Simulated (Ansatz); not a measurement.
## Electronic structure of Ti10O19 (cell with a defect) in real space

```yaml
crystal:
  lattice:
    - [5.65319, 1.88440, -4.77915]
    - [-1.88440, 5.65319, 4.77915]
    - [1.88440, -5.65319, 4.77915]
  atoms:
    - { symbol: Ti, position: [0.42198, 0.81368, 0.61651] }
    - { symbol: Ti, position: [0.60031, 0.19901, 0.39911] }
    - { symbol: Ti, position: [0.00964, 0.99894, 0.00769] }
    - { symbol: Ti, position: [0.77888, 0.59482, 0.19217] }
    - { symbol: Ti, position: [0.19108, 0.39837, 0.78971] }
    - { symbol: Ti, position: [0.10033, 0.43686, 0.13690] }
    - { symbol: Ti, position: [0.30036, 0.84900, 0.94677] }
    - { symbol: Ti, position: [0.69733, 0.65176, 0.55309] }
    - { symbol: Ti, position: [0.50337, 0.25610, 0.75489] }
    - { symbol: Ti, position: [0.90033, 0.04671, 0.34907] }
    - { symbol: O, position: [0.30680, 0.06431, 0.15585] }
    - { symbol: O, position: [0.70339, 0.85718, 0.76647] }
    - { symbol: O, position: [0.49739, 0.46346, 0.95416] }
    - { symbol: O, position: [0.89388, 0.24933, 0.55793] }
    - { symbol: O, position: [0.99911, 0.20302, 0.20551] }
    - { symbol: O, position: [0.20152, 0.60668, 0.00434] }
    - { symbol: O, position: [0.60026, 0.40822, 0.60827] }
    - { symbol: O, position: [0.40634, 0.01477, 0.81281] }
    - { symbol: O, position: [0.79422, 0.80669, 0.40875] }
    - { symbol: O, position: [0.10045, 0.23775, 0.93783] }
    - { symbol: O, position: [0.27930, 0.63731, 0.72215] }
    - { symbol: O, position: [0.71564, 0.44844, 0.35213] }
    - { symbol: O, position: [0.48499, 0.03675, 0.53317] }
    - { symbol: O, position: [0.92140, 0.84316, 0.15841] }
    - { symbol: O, position: [0.38714, 0.59570, 0.39198] }
    - { symbol: O, position: [0.60032, 0.99047, 0.19052] }
    - { symbol: O, position: [0.00093, 0.79179, 0.79319] }
    - { symbol: O, position: [0.81343, 0.40491, 0.00878] }
    - { symbol: O, position: [0.19964, 0.19248, 0.59127] }
```

The program warned that a starting moment wasn't kept; spin-polarised.

These are results of DFT PBEsol, scalar-relativistic, plane waves, PAW in Ansatz 0.2.0, not measurements.

In a PAW calculation such maps are meaningful between the atoms, not at the nuclei.

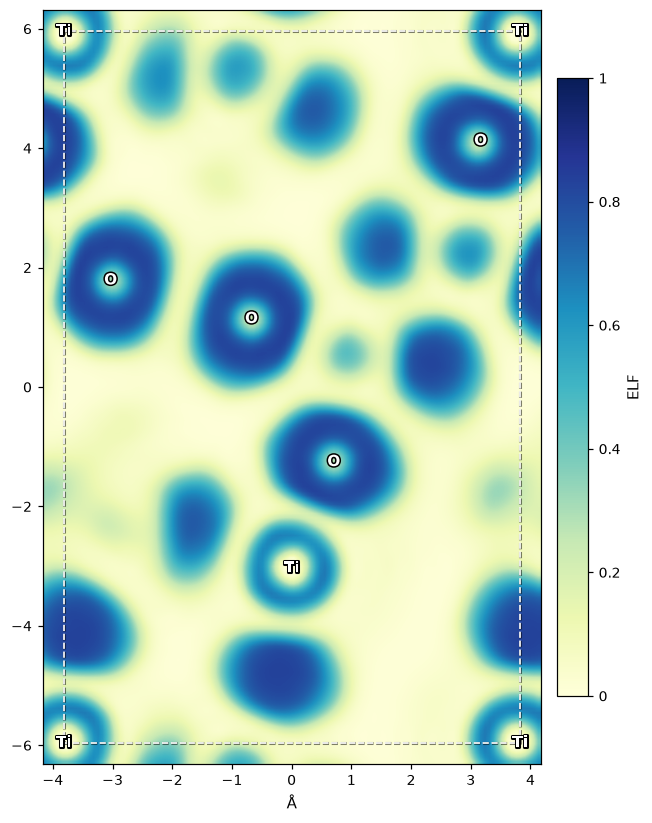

Figure 1. Electron localisation function on the (011) plane of the calculation cell.

> Read the bonding off the picture.

- The plane passes through Ti and O nuclei.
- Atoms just off the plane (Ti, 0.7 Å away and O, 0.6 Å away) can leave unmarked features too.
- Ti–O (1.92 Å): the ELF peaks at about 0.85 in the valence shell of O, 0.6 Å from its nucleus, and is about 0.20 at the midpoint (no localised pair shows between them).
- Ti–O (1.95 Å): the ELF peaks at about 0.85 in the valence shell of O, 0.6 Å from its nucleus, and is about 0.20 at the midpoint (no shared electron pair shows on this line).
- The features right at Ti lie inside the PAW spheres, where the map follows smoothed inner orbitals and isn't to be read closely.

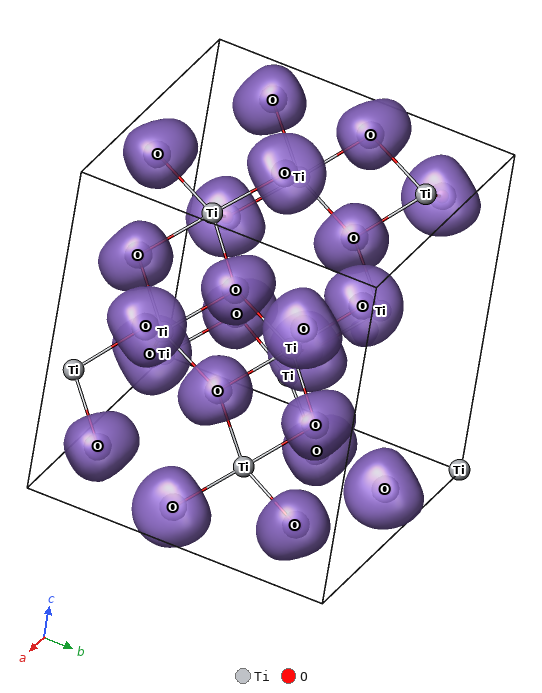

Figure 2. Isosurface of the electron localisation function at 0.65 (purple), seen at an oblique angle. Only the valence region is drawn (cores and ρ < 0.01 e/Å³ removed). Sticks mark near contacts.

> Where are the electrons localised?

At this value the surface marks out 19 regions wrapped around O (the valence shell of each) and one pocket between the atoms, centred on no nucleus (multi-centre or interstitial), counted in one cell of 29 atoms. Regions shared between cells count once.


Ti–O (1.84 Å): the ELF peaks at about 0.80 in the valence shell of O, 0.6 Å from its nucleus, and is about 0.25 at the midpoint: no shared electron pair shows on this line. Ti–O (1.90 Å): the ELF peaks at about 0.85 in the valence shell of O, 0.6 Å from its nucleus, and is about 0.20 at the midpoint (no shared electron pair shows on this line).

> Does the calculation make it a metal, or give it a gap?

It is metallic or semimetallic at this level of theory: no gap opens.
